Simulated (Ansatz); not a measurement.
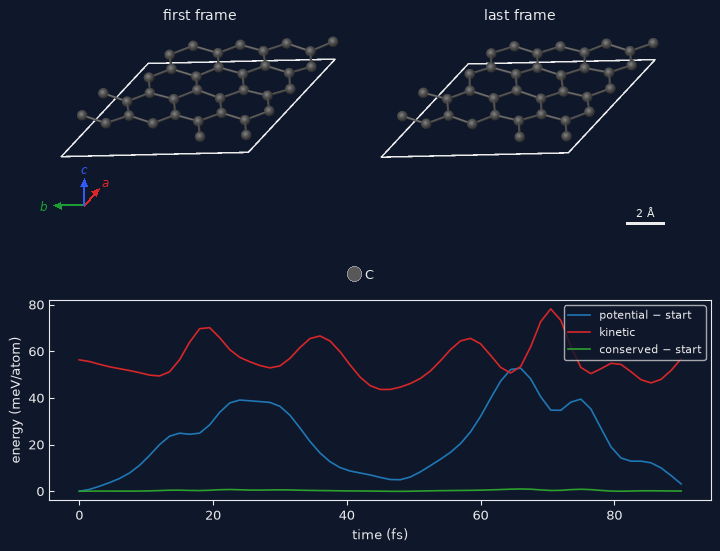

First-principles dynamics of a slab of graphene monolayer (32 atoms in the cell), 90 fs long. It starts from the last geometry of an earlier run, with fresh velocities. Style: ball-and-stick. Shown: the simulation cell, with the vacuum cut short, from a free direction. Bonds to atoms that aren't drawn are left out.

The calculation used DFT PBE, scalar-relativistic, plane waves, PAW in Ansatz 0.2.0. Run with plane-wave cutoff 420 eV; k-point mesh 1 × 1 × 1; Fermi-Dirac smearing 0.02 eV; Nosé-Hoover thermostat (NVT); set temperature 450 K; time step 1.5 fs; thermostat time 5.0 fs.

Q: Check the integration.

A: The conserved quantity stays between −0.046 and 0.96 meV per atom of its start. A straight-line fit has a slope that amounts to +0.13 meV per atom over 90 fs (0.2 % of the mean kinetic energy), and the ripple about it is 3.4 % of the kinetic energy's fluctuation. With a drift under 2 % and a ripple under 7 %, the integration is accurate. The thermostat's time constant is so short that it disturbs the motion. Over the second half the temperature averages 443 K (spread ±70 K). The potential energy in the second half lies on average 23.6 meV per atom above the first frame.
